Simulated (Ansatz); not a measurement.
This input was run:

```
crystal:
  lattice:
    - [0.0, 3.2296282834, 3.2296282834]
    - [3.2296282834, 0.0, 3.2296282834]
    - [3.2296282834, 3.2296282834, 0.0]
  atoms:
    - { symbol: Na, position: [0.0, 0.0, 0.0] }
    - { symbol: I, position: [0.5, 0.5, 0.5] }
kpoints:
  mp_grid: { grid: [4, 4, 4] }
hamiltonian:
  xc: hse06
scf:
  occupations: { method: fixed }
  n_extra_bands: 4
output:
  forces: true
  stress: true
  eigenvalues: true
  write_density: true
  write_potential: true
  elf: true
  volumetric_format: npy
```

Launched with:
```bash
ansatz run input.yaml --threads 4 --pin off --max-ram 3686MiB --backend cpu --events-out ev --progress --plain --runs-dir out
```

What will the density of states look like?

There is a gap; over the k points computed it is 4.69 eV (direct among those points). The upper group of valence states starts about 2.4 eV under the valence-band top, with a gap beneath it; it holds about 6 electrons a cell.

Spin-orbit coupling is left out, which matters for I. The k mesh is coarse, so the curve is spiky and fine features aren't converged.

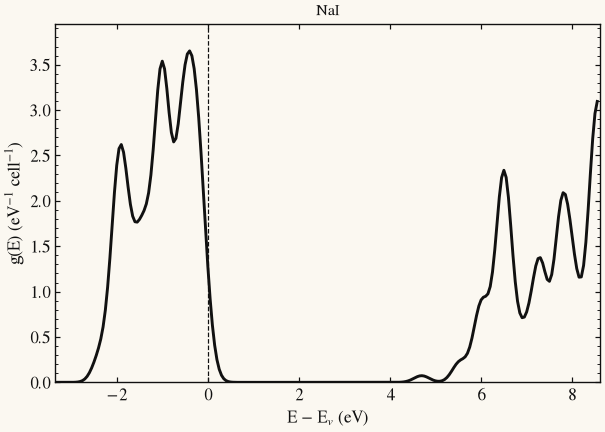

Density of states. Energies are counted from the top of the valence band. The curve is built from the levels of the k mesh with Gaussians 0.4 eV wide, which also blur the band edges.
